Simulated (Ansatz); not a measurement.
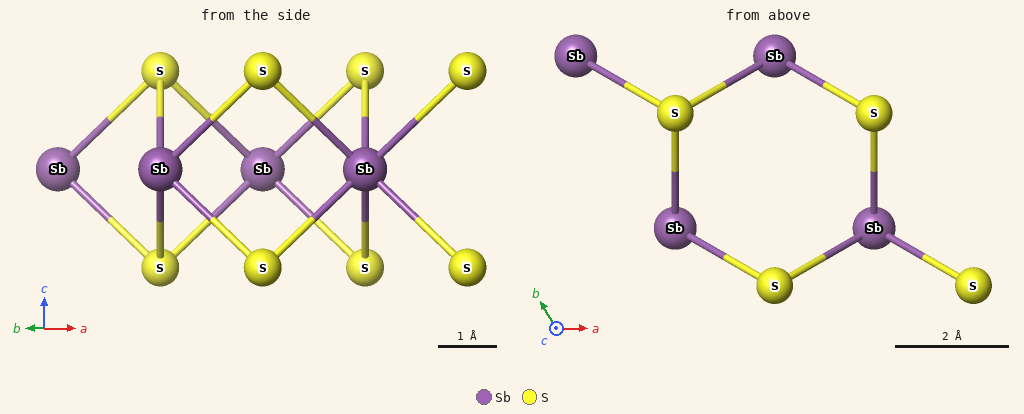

A ball-and-stick picture of a periodic sheet, seen from the side and from above. The surface normal points up in side views; the vacuum is left out. 2×2 cells are drawn in the plane, with atoms at the edges repeated.

The cell holds 1 Sb, 2 S.

Q: Name the terminations.

A: The top face ends in S, the bottom face in S. The two faces are alike.

Q: How far apart are the outermost atoms along the normal?

A: About 3.4 Å from the lowest to the highest atom.

Q: How are the atomic planes stacked?

A: Three planes: S / Sb / S.

Q: What does the bonding look like?

A: About every Sb there are six S in a trigonal prismatic arrangement at about 2.7 Å. Each S is bonded to three Sb in a trigonal pyramidal arrangement at about 2.7 Å. The bonds build SbS2 layers parallel to the surface.

Provenance: a structure listed in the Materials Project, with elements exchanged, so it need not be a known form of the compound. The geometry was optimised with DFT PBEsol, scalar-relativistic, plane waves, PAW in Ansatz.
